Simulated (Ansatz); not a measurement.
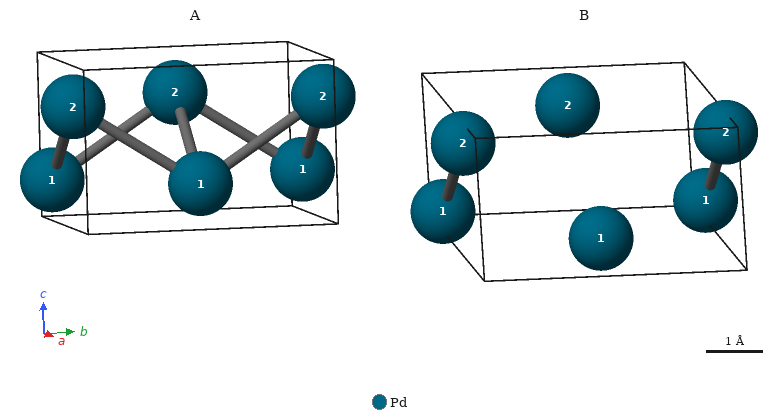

Two geometries of crystalline Pd (built on the Bi_12 type) (coarse preliminary run), drawn at one scale. One is the start of a relaxation, the other its converged end. The picture is a ball-and-stick view of the conventional cell (2 times the calculation's cell), seen slightly off an axis. Lengths and directions refer to the drawn axes.

These are results of Ansatz 0.2.0, DFT PBE, scalar-relativistic, plane waves, PAW, not measurements. (plane-wave cutoff 420 eV; k-point mesh 6 × 6 × 8; occupations gaussian; smearing width 0.1 eV; no spin polarisation; cell and atoms relaxed; force threshold 0.04 eV/Å; at most 70 steps)

Question: Which geometry has the lower energy?

Answer: Structure A is the relaxed one. Case: Bi type (C2/m, No. 12). The largest moves relative to the cell, 0.30 Å, are those of Pd1 and Pd2. Pd1 goes along +c. The drawn cell changes as follows: a 5.235 → 4.568 Å (−12.7 %), b 4.795 → 4.569 Å (−4.7 %), c 2.589 → 2.959 Å (+14.3 %), β 110.4° → 90.0°; the volume changes by +1.4 %. Near-neighbour distances that change, for instance: Pd1–Pd2 3.688 → 2.723 Å, Pd1–Pd1 2.589 → 2.959 Å, Pd1–Pd2 (another image) 3.013 → 2.722 Å, Pd1–Pd2 (another image) 2.475 → 2.720 Å. New bonds form: Pd1–Pd2 (3.69 → 2.72 Å). The space group (tolerance 0.01 Å) goes from C2/m (No. 12) to I4/mmm (No. 139). Over 10 accepted moves (12 points after the start) the energy falls by 0.749 eV per cell of the calculation. Largest force component: 0.68 eV/Å at the start, 0.00088 eV/Å at the end. The pressure goes from 17.96 to 0.06 GPa. At 2 points the geometry stayed and the basis and grid were re-selected for the new cell (energy shift of 55.7 meV per cell of the calculation at most each time).
